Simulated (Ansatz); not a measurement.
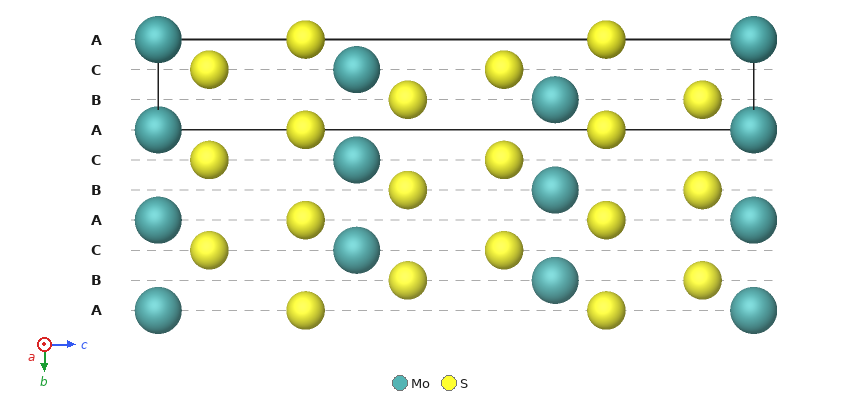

Projection along an edge of the hexagonal mesh, stacking direction c to the right. The dashed lines mark the three columns A (0, 0), B (1/3, 2/3) and C (2/3, 1/3). The sequence starts with the first layer at or above the cell's origin.

MoS2. Coordinates: the input geometry of an electronic-structure calculation (not necessarily at equilibrium); the starting structure was generated, so it need not be a known form of this composition.

Read off the stacking sequence over one period.

Answer. Mo(A) – S(C) – S(A) – Mo(C) – S(B) – S(C) – Mo(B) – S(A) – S(B) (nine layers in 18.23 Å).

How are the S layers alone stacked?

Answer. S layers alone: CABCAB, the cubic close-packed type.

Which positions between or in the S layers do the other atoms fill?

Answer. Mo: three octahedral sites, counted in one hexagonal cell. Three of the six gaps between S layers are empty, 2.94 Å wide.

What short polytype symbol fits?

Answer. Polytype symbol 3R, the symbol of a layered MX2 polytype (number of slabs in the repeat and lattice).

Heights of the layers:

| layer | atoms (column) | height (Å) | to next (Å) |
| --- | --- | --- | --- |
| 1 | Mo(A) | 0.00 | 1.57 |
| 2 | S(C) | 1.57 | 2.94 |
| 3 | S(A) | 4.51 | 1.57 |
| 4 | Mo(C) | 6.08 | 1.57 |
| 5 | S(B) | 7.64 | 2.94 |
| 6 | S(C) | 10.59 | 1.57 |
| 7 | Mo(B) | 12.15 | 1.57 |
| 8 | S(A) | 13.72 | 2.94 |
| 9 | S(B) | 16.67 | 1.57 |
